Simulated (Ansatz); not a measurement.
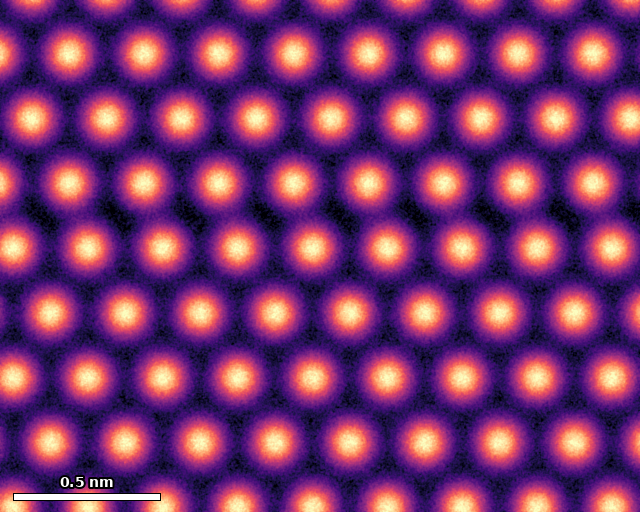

iDPC-like image of Mo (Im-3m, No. 229) along [111]. Simulated as the projected potential of neutral atoms (B = 0.5 Å²) blurred by a 0.93 Å probe, the thin-sample limit of integrated differential phase contrast. The display is stretched by a gamma of 0.65; percentages refer to the linear signal. Shot noise was added.

One planar defect was built into the perfect crystal by geometry alone, without relaxation. Host structure: the end point of a relaxation with DFT r2SCAN, scalar-relativistic, plane waves, PAW in Ansatz; the starting structure was generated, so it need not be a known form of this composition.

Question: Find the planar defect and say what kind it is.

Answer: A planar fault (a stacking fault) runs horizontally about 7 Å below the top edge. The part above it is shifted along the boundary by 1/4 of the 2.57 Å repeat of the rows (0.6 Å to the right, the same as 1.9 Å to the left); both parts keep the same orientation.
